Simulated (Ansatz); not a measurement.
# Calculations on Cd48S47

**1. Relaxation**

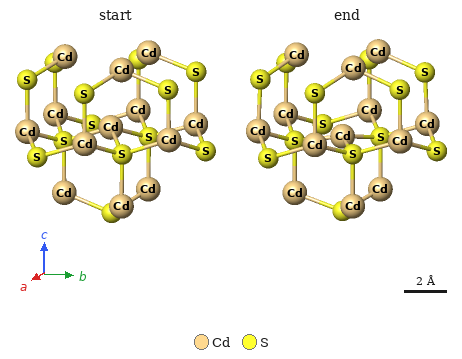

The structure of a defect cell of composition Cd48S47 (cell charge +1) before (left) and after (right) a relaxation, at one scale.

Style: ball-and-stick. Shown: the atoms within 5.0 Å of the atom that moves most (axes of the cell of the calculation (origin shifted)), slightly off an axis.

The atoms of the start lie slightly off their symmetric places, so part of the fall in energy undoes that.

Level of theory: DFT, PBEsol, PAW, plane waves in Ansatz 0.2.0. (plane-wave cutoff 420 eV; k-point mesh 1 × 1 × 1; mesh shifted by (0.25, 0.25, 0.25); collinear spin; atoms relaxed in a fixed cell; force threshold 0.03 eV/Å; at most 80 steps)

Q: Summarise the run.

A: Over 8 geometry steps the energy falls by 0.556 eV per cell of the calculation. The largest force component goes from 0.58 to 0.021 eV/Å. The atom that moves furthest is a Cd atom (0.44 Å along −c). Largest moves by element: Cd 0.44 Å, S 0.12 Å. The lattice vectors keep their values. Near-neighbour distances that change, for instance: Cd–S 2.563 → 2.461 Å, Cd–S 2.548 → 2.454 Å, Cd–S 2.460 → 2.531 Å, Cd–S 2.524 → 2.455 Å. Bond angles that change, for instance: Cd–S–Cd 108.8° → 98.9°, Cd–S–Cd 108.2° → 98.9°, S–Cd–S 108.3° → 117.3°.

Limits of the set-up: the cell is charged, on a uniform background, and energies carry no finite-size correction.

**2. Relaxation**

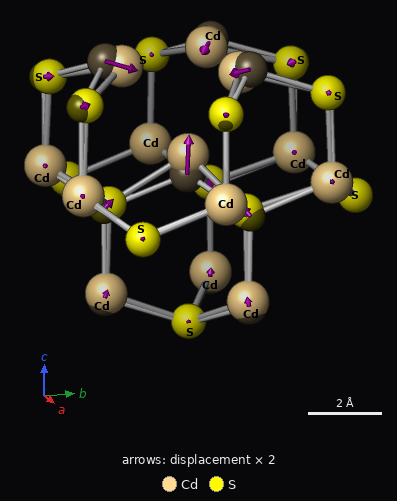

A relaxation of a defect cell of composition Cd$_{48}$S$_{47}$. The starting structure is drawn faded, the final one solid; purple arrows show the displacements, magnified 2 times.

Style: ball-and-stick. Shown: the atoms within 5.0 Å of the atom that moves most (axes of the cell of the calculation (origin shifted)), slightly off an axis.

The atoms of the start lie slightly off their symmetric places, so part of the fall in energy undoes that.

Level of theory: DFT, PBEsol, PAW, plane waves (Ansatz). (plane-wave cutoff 420 eV; k-point mesh 1 × 1 × 1; mesh shifted by (0.25, 0.25, 0.25); collinear spin; atoms relaxed in a fixed cell; force threshold 0.03 eV/Å; at most 80 steps)

Describe the change and its energy.

Answer. The atom that moves furthest is a Cd atom (0.56 Å along +c). Largest moves by element: Cd 0.56 Å, S 0.20 Å. The lattice vectors keep their values. Some distances before and after: Cd–S 2.463 → 2.580 Å, Cd–S 2.474 → 2.570 Å, Cd–S 2.524 → 2.592 Å, Cd–S 2.460 → 2.528 Å. Among the angles between lasting bonds that change: Cd–S–Cd 108.2° → 120.9°, S–Cd–S 111.1° → 98.5°, Cd–S–Cd 108.8° → 121.0°. Over 6 geometry steps the energy falls by 1.042 eV per cell of the calculation. The largest force component goes from 0.69 to 0.016 eV/Å. The program noted that the starting moments weren't kept. Cost: 15 s on 1 × NVIDIA GB200 with 8 threads of Arm Neoverse-V2, peak memory 2.7 GiB.

**3. Defect**

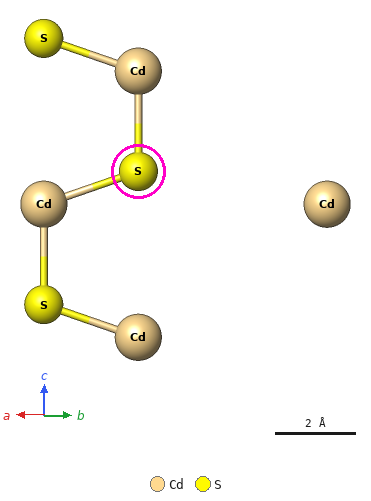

Perfect CdS. Style: ball-and-stick. Shown: the atoms within 5.4 Å of one point, in a slice 3.4 Å thick across the line of sight, along [110].

Method: Ansatz 0.2.0, DFT, PBEsol, PAW, plane waves. Set-up: plane-wave cutoff 420 eV; k-point mesh 1 × 1 × 1; mesh shifted by (0.25, 0.25, 0.25); collinear spin. Fermi-Dirac smearing of 0.01 eV. A uniform background neutralises the charged cell. The axes drawn are those of the host's conventional cell.

A sulfur atom is taken out (a vacancy) at the ringed place, in charge state +1. The supercell has 96 sites, and the atoms are relaxed at the host's cell.

> How do the neighbours respond?

Around the empty S site the host had 4 Cd at 2.51 to 2.53 Å; after relaxation the nearest atoms are 4 Cd at 2.49 to 2.96 Å. Of the host's atoms, a cadmium atom moves furthest from its site, by 0.43 Å. The cell's net moment is 1.00 μB.

The relaxed defect, seen from the same direction:

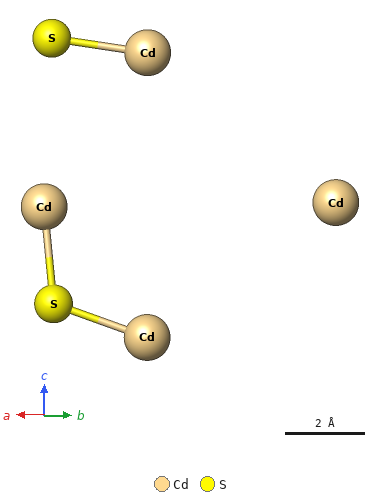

Limits of the set-up: the cell is charged, on a uniform background, and energies carry no finite-size correction.

**4. Defect**

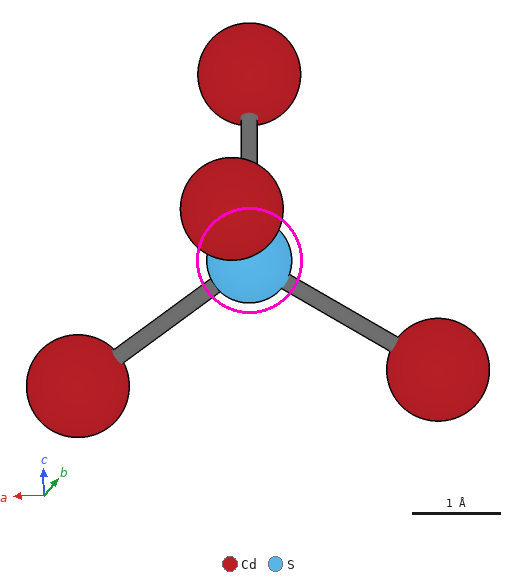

Perfect CdS. A ball-and-stick model of the atoms within 3.3 Å of one point, seen from a free direction.

Level of theory: DFT, PBEsol, PAW, plane waves in Ansatz 0.2.0. Settings: plane-wave cutoff 420 eV; k-point mesh 1 × 1 × 1; mesh shifted by (0.25, 0.25, 0.25); collinear spin. Fermi-Dirac smearing of 0.01 eV. The axes drawn are those of the host's conventional cell.

A sulfur atom is taken out (a vacancy) at the ringed place, in charge state 0. The supercell has 96 sites, and the atoms are relaxed at the host's cell.

Question: How do the neighbours respond?

Answer: Around the empty S site the host had 4 Cd at 2.51 to 2.53 Å; after relaxation the nearest atoms are 4 Cd at 1.95 to 2.14 Å. Of the host's atoms, a cadmium atom moves furthest from its site, by 0.58 Å. The cell ends without a net magnetic moment.

The relaxed defect, seen from the same direction:

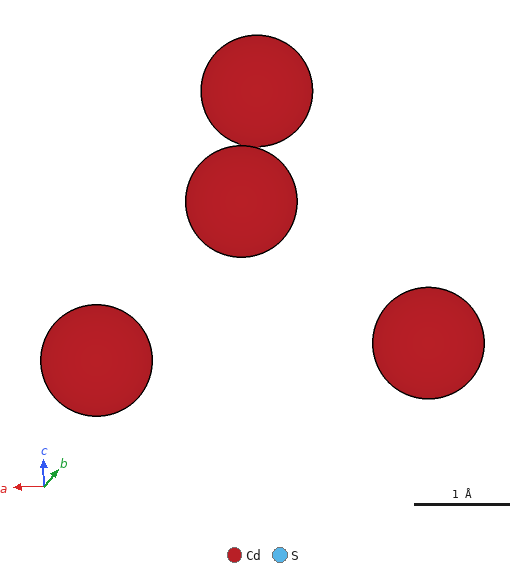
